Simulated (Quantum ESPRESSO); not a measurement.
Relaxation of cell and atoms of VO2 (part 1 of 2)

- system: VO2 (P4₂/mnm, 6 atoms in the cell)
- method: Kohn-Sham DFT of a periodic cell, Q2D, PseudoDojo 0.4.1 SR PBE standard, spin-polarised (Quantum ESPRESSO 7.5)

The structure derives from a Materials Project entry.

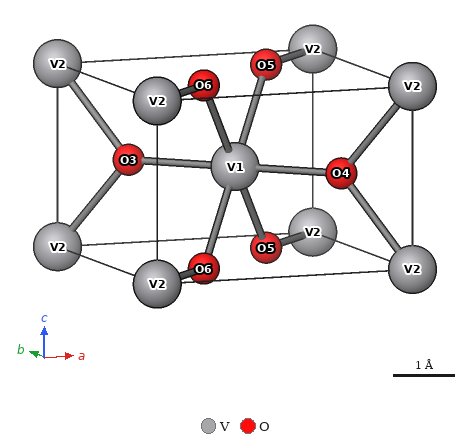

**Figure 1.** The input geometry (ball-and-stick view of the cell of the calculation, seen slightly off an axis; atoms are numbered from 1 in the order of the input). An atom can appear more than once, as a periodic image.

The input:
```
&CONTROL
  calculation = 'vc-relax'
  prefix = 'pwscf'
  outdir = './tmp'
  pseudo_dir = './pseudo'
  tprnfor = .true.
  tstress = .true.
  disk_io = 'low'
  nstep = 40
  forc_conv_thr = 0.0004
  etot_conv_thr = 1d-05
/
&SYSTEM
  ibrav = 0
  nat = 6
  ntyp = 2
  ecutwfc = 84
  nbnd = 37
  input_dft = 'q2d'
  occupations = 'smearing'
  smearing = 'fd'
  degauss = 0.00367493
  nspin = 2
  starting_magnetization(1) = 0.1538
  starting_magnetization(2) = 0
/
&ELECTRONS
  conv_thr = 1.2d-09
  electron_maxstep = 120
  mixing_beta = 0.3
/
&IONS
  ion_dynamics = 'bfgs'
/
&CELL
  cell_dynamics = 'bfgs'
  press = 0
  press_conv_thr = 0.3
/
ATOMIC_SPECIES
V     50.9415 V.upf
O     15.9990 O.upf
CELL_PARAMETERS bohr
   8.5173774542    0.0000000000    0.0000000000
   0.0000000000    8.5173774542    0.0000000000
   0.0000000000    0.0000000000    5.7531767001
ATOMIC_POSITIONS bohr
V      4.2586887271    4.2586887271    2.8765883501
V      0.0000000000    0.0000000000    0.0000000000
O      1.7065247120    6.8108527422    2.8765883501
O      6.8108527422    1.7065247120    2.8765883501
O      5.9652134390    5.9652134390    0.0000000000
O      2.5521640151    2.5521640151    0.0000000000
K_POINTS automatic
3 3 5 0 0 0
```

Run on 1 thread of AMD EPYC (Zen 3), 24 GiB of memory available, shared host.

Run as:
```bash
OMP_NUM_THREADS=1 pw.x -in pw.in > pw.out
```

What the program printed:
```
This program is part of the open-source Quantum ESPRESSO suite
     for quantum simulation of materials; please cite
         "P. Giannozzi et al., J. Phys.:Condens. Matter 21 395502 (2009);
         "P. Giannozzi et al., J. Phys.:Condens. Matter 29 465901 (2017);
         "P. Giannozzi et al., J. Chem. Phys. 152 154105 (2020);
          URL
     in publications or presentations arising from this work. More details at

     IMPORTANT: XC functional enforced from input :
     Exchange-correlation= Q2D
                           (   1   4  19  12   0   0   0)
     Any further DFT definition will be discarded
     Please, verify this is what you really want

     Message from routine setup:
     using ibrav=0 with symmetry is DISCOURAGED, use correct ibrav instead

     G-vector sticks info
     --------------------
     sticks:   dense  smooth     PW     G-vecs:    dense   smooth      PW
     Sum        1941    1941    553                43333    43333    6489

     Using Slab Decomposition

     bravais-lattice index     =            0
     lattice parameter (alat)  =       8.5174  a.u.
     unit-cell volume          =     417.3683 (a.u.)^3
     number of atoms/cell      =            6
     number of atomic types    =            2
     number of electrons       =        50.00
     number of Kohn-Sham states=           37
     kinetic-energy cutoff     =      84.0000  Ry
     charge density cutoff     =     336.0000  Ry
     scf convergence threshold =      1.2E-09
     mixing beta               =       0.3000
     number of iterations used =            8  plain     mixing
     energy convergence thresh.=      1.0E-05
     force convergence thresh. =      4.0E-04
     press convergence thresh. =      3.0E-01
     Exchange-correlation= Q2D
                           (   1   4  19  12   0   0   0)
     nstep                     =           40

     celldm(1)=   8.517377  celldm(2)=   0.000000  celldm(3)=   0.000000
     celldm(4)=   0.000000  celldm(5)=   0.000000  celldm(6)=   0.000000

     crystal axes: (cart. coord. in units of alat)
               a(1) = (   1.000000   0.000000   0.000000 )
               a(2) = (   0.000000   1.000000   0.000000 )
               a(3) = (   0.000000   0.000000   0.675463 )

     reciprocal axes: (cart. coord. in units 2 pi/alat)
               b(1) = (  1.000000  0.000000  0.000000 )
               b(2) = (  0.000000  1.000000  0.000000 )
               b(3) = (  0.000000  0.000000  1.480465 )

     PseudoPot. # 1 for V  read from file:
     V.upf
     Pseudo is Norm-conserving + core correction, Zval = 13.0
     Generated using ONCVPSP code by D. R. Hamann
     Using radial grid of 1536 points,  6 beta functions with:
                l(1) =   0
                l(2) =   0
                l(3) =   1
                l(4) =   1
                l(5) =   2
                l(6) =   2

     PseudoPot. # 2 for O  read from file:
     O.upf
     Pseudo is Norm-conserving + core correction, Zval =  6.0
     Generated using ONCVPSP code by D. R. Hamann
     Using radial grid of  936 points,  5 beta functions with:
                l(1) =   0
                l(2) =   0
                l(3) =   1
                l(4) =   1
                l(5) =   2

     atomic species   valence    mass     pseudopotential
     V                13.00    50.94150     V ( 1.00)
     O                 6.00    15.99900     O ( 1.00)

     Starting magnetic structure
     atomic species   magnetization
     V               0.154
     O               0.000

     16 Sym. Ops., with inversion, found ( 8 have fractional translation)

   Cartesian axes

     site n.     atom                  positions (alat units)
         1        V      tau(   1) = (   0.5000000   0.5000000   0.3377317  )
         2        V      tau(   2) = (   0.0000000   0.0000000   0.0000000  )
         3        O      tau(   3) = (   0.2003580   0.7996420   0.3377317  )
         4        O      tau(   4) = (   0.7996420   0.2003580   0.3377317  )
         5        O      tau(   5) = (   0.7003580   0.7003580   0.0000000  )
         6        O      tau(   6) = (   0.2996420   0.2996420   0.0000000  )

     number of k points=     9  Fermi-Dirac smearing, width (Ry)=  0.0037
                       cart. coord. in units 2pi/alat
        k(    1) = (   0.0000000   0.0000000   0.0000000), wk =   0.0222222
        k(    2) = (   0.0000000   0.0000000   0.2960930), wk =   0.0444444
        k(    3) = (   0.0000000   0.0000000   0.5921860), wk =   0.0444444
        k(    4) = (   0.0000000   0.3333333   0.0000000), wk =   0.0888889
        k(    5) = (   0.0000000   0.3333333   0.2960930), wk =   0.1777778
        k(    6) = (   0.0000000   0.3333333   0.5921860), wk =   0.1777778
        k(    7) = (   0.3333333   0.3333333   0.0000000), wk =   0.0888889
        k(    8) = (   0.3333333   0.3333333   0.2960930), wk =   0.1777778
        k(    9) = (   0.3333333   0.3333333   0.5921860), wk =   0.1777778

     Dense  grid:    43333 G-vectors     FFT dimensions: (  50,  50,  36)

     Generating pointlists ...
     new r_m :   0.1748 (alat units)  1.4888 (a.u.) for type    1
     new r_m :   0.1748 (alat units)  1.4888 (a.u.) for type    2

     Initial potential from superposition of free atoms

     starting charge      49.9979, renormalised to      50.0000
     Starting wfcs are   36 randomized atomic wfcs +    1 random wfcs

     Self-consistent Calculation

     iteration #  1     ecut=    84.00 Ry     beta= 0.30
     Davidson diagonalization with overlap
     ethr =  1.00E-02,  avg # of iterations =  5.3

     total energy              =    -426.22745572 Ry
     estimated scf accuracy    <       2.39920075 Ry

     total magnetization       =     2.00 Bohr mag/cell
     absolute magnetization    =     2.23 Bohr mag/cell

     iteration #  2     ecut=    84.00 Ry     beta= 0.30
     Davidson diagonalization with overlap
     ethr =  4.80E-03,  avg # of iterations =  2.1

     total energy              =    -426.64672962 Ry
     estimated scf accuracy    <       0.68622481 Ry

     total magnetization       =     2.04 Bohr mag/cell
     absolute magnetization    =     3.08 Bohr mag/cell

     iteration #  3     ecut=    84.00 Ry     beta= 0.30
     Davidson diagonalization with overlap
     ethr =  1.37E-03,  avg # of iterations =  1.7

     total energy              =    -426.77019242 Ry
     estimated scf accuracy    <       0.10671312 Ry

     total magnetization       =     2.00 Bohr mag/cell
     absolute magnetization    =     2.52 Bohr mag/cell

     iteration #  4     ecut=    84.00 Ry     beta= 0.30
     Davidson diagonalization with overlap
     ethr =  2.13E-04,  avg # of iterations =  1.9

     total energy              =    -426.78835996 Ry
     estimated scf accuracy    <       0.01750594 Ry

     total magnetization       =     2.00 Bohr mag/cell
     absolute magnetization    =     2.63 Bohr mag/cell

     iteration #  5     ecut=    84.00 Ry     beta= 0.30
     Davidson diagonalization with overlap
     ethr =  3.50E-05,  avg # of iterations =  1.5

     total energy              =    -426.78659391 Ry
     estimated scf accuracy    <       0.00601163 Ry

     total magnetization       =     2.00 Bohr mag/cell
     absolute magnetization    =     2.56 Bohr mag/cell

     iteration #  6     ecut=    84.00 Ry     beta= 0.30
     Davidson diagonalization with overlap
     ethr =  1.20E-05,  avg # of iterations =  2.7

     total energy              =    -426.78810189 Ry
     estimated scf accuracy    <       0.00218043 Ry

     total magnetization       =     2.00 Bohr mag/cell
     absolute magnetization    =     2.49 Bohr mag/cell

     iteration #  7     ecut=    84.00 Ry     beta= 0.30
     Davidson diagonalization with overlap
     ethr =  4.36E-06,  avg # of iterations =  1.1

     total energy              =    -426.78822642 Ry
     estimated scf accuracy    <       0.00022255 Ry

     total magnetization       =     2.00 Bohr mag/cell
     absolute magnetization    =     2.49 Bohr mag/cell

     iteration #  8     ecut=    84.00 Ry     beta= 0.30
     Davidson diagonalization with overlap
     ethr =  4.45E-07,  avg # of iterations =  1.3

     total energy              =    -426.78821117 Ry
     estimated scf accuracy    <       0.00007141 Ry

     total magnetization       =     2.00 Bohr mag/cell
     absolute magnetization    =     2.48 Bohr mag/cell

     iteration #  9     ecut=    84.00 Ry     beta= 0.30
     Davidson diagonalization with overlap
     ethr =  1.43E-07,  avg # of iterations =  1.5

     total energy              =    -426.78822603 Ry
     estimated scf accuracy    <       0.00001460 Ry

     total magnetization       =     2.00 Bohr mag/cell
     absolute magnetization    =     2.48 Bohr mag/cell

     iteration # 10     ecut=    84.00 Ry     beta= 0.30
     Davidson diagonalization with overlap
     ethr =  2.92E-08,  avg # of iterations =  1.4

     total energy              =    -426.78822902 Ry
     estimated scf accuracy    <       0.00000056 Ry

     total magnetization       =     2.00 Bohr mag/cell
     absolute magnetization    =     2.48 Bohr mag/cell

[... 81 further cycles ...]
     iteration #  9     ecut=    84.00 Ry     beta= 0.30
     Davidson diagonalization with overlap
     ethr =  1.13E-07,  avg # of iterations =  1.5

     total energy              =    -426.84066218 Ry
     estimated scf accuracy    <       0.00007819 Ry

     total magnetization       =     1.58 Bohr mag/cell
     absolute magnetization    =     1.77 Bohr mag/cell

     iteration # 10     ecut=    84.00 Ry     beta= 0.30
     Davidson diagonalization with overlap
     ethr =  1.13E-07,  avg # of iterations =  1.9

     total energy              =    -426.84073426 Ry
     estimated scf accuracy    <       0.00000446 Ry

     total magnetization       =     1.65 Bohr mag/cell
     absolute magnetization    =     1.86 Bohr mag/cell

     iteration # 11     ecut=    84.00 Ry     beta= 0.30
     Davidson diagonalization with overlap
     ethr =  8.92E-09,  avg # of iterations =  2.5

     total energy              =    -426.84076388 Ry
     estimated scf accuracy    <       0.00000353 Ry

     total magnetization       =     1.61 Bohr mag/cell
     absolute magnetization    =     1.80 Bohr mag/cell

     iteration # 12     ecut=    84.00 Ry     beta= 0.30
     Davidson diagonalization with overlap
     ethr =  7.06E-09,  avg # of iterations =  2.3

     total energy              =    -426.84078721 Ry
     estimated scf accuracy    <       0.00000012 Ry

     total magnetization       =     1.64 Bohr mag/cell
     absolute magnetization    =     1.85 Bohr mag/cell

     iteration # 13     ecut=    84.00 Ry     beta= 0.30
     Davidson diagonalization with overlap
     ethr =  2.37E-10,  avg # of iterations =  2.2

     total energy              =    -426.84078670 Ry
     estimated scf accuracy    <       0.00000003 Ry

     total magnetization       =     1.64 Bohr mag/cell
     absolute magnetization    =     1.84 Bohr mag/cell

     iteration # 14     ecut=    84.00 Ry     beta= 0.30
     Davidson diagonalization with overlap
     ethr =  6.06E-11,  avg # of iterations =  3.3

     total energy              =    -426.84078741 Ry
     estimated scf accuracy    <       0.00000009 Ry

     total magnetization       =     1.64 Bohr mag/cell
     absolute magnetization    =     1.85 Bohr mag/cell

     iteration # 15     ecut=    84.00 Ry     beta= 0.30
     Davidson diagonalization with overlap
     ethr =  6.06E-11,  avg # of iterations =  2.8

     total energy              =    -426.84078766 Ry
     estimated scf accuracy    <          4.3E-09 Ry

     total magnetization       =     1.64 Bohr mag/cell
     absolute magnetization    =     1.84 Bohr mag/cell

     iteration # 16     ecut=    84.00 Ry     beta= 0.30
     Davidson diagonalization with overlap
     ethr =  8.53E-12,  avg # of iterations =  2.0

     total energy              =    -426.84078766 Ry
     estimated scf accuracy    <          9.0E-10 Ry

     total magnetization       =     1.64 Bohr mag/cell
     absolute magnetization    =     1.84 Bohr mag/cell

     iteration # 17     ecut=    84.00 Ry     beta= 0.30
     Davidson diagonalization with overlap
     ethr =  1.81E-12,  avg # of iterations =  2.8

     total energy              =    -426.84078767 Ry
     estimated scf accuracy    <          2.3E-10 Ry

     total magnetization       =     1.64 Bohr mag/cell
     absolute magnetization    =     1.84 Bohr mag/cell

     iteration # 18     ecut=    84.00 Ry     beta= 0.30
     Davidson diagonalization with overlap
     ethr =  4.66E-13,  avg # of iterations =  2.0

     Magnetic moment per site  (integrated on atomic sphere of radius R)
     atom   1 (R=0.171)  charge=  9.3487  magn=  0.6312
     atom   2 (R=0.171)  charge=  9.3487  magn=  0.6312
     atom   3 (R=0.171)  charge=  5.1929  magn= -0.0214
     atom   4 (R=0.171)  charge=  5.1929  magn= -0.0214
     atom   5 (R=0.171)  charge=  5.1929  magn= -0.0214
     atom   6 (R=0.171)  charge=  5.1929  magn= -0.0214

     End of self-consistent calculation

 ------ SPIN UP ------------

          k = 0.0000 0.0000 0.0000 (  4927 PWs)   bands (ev):
```
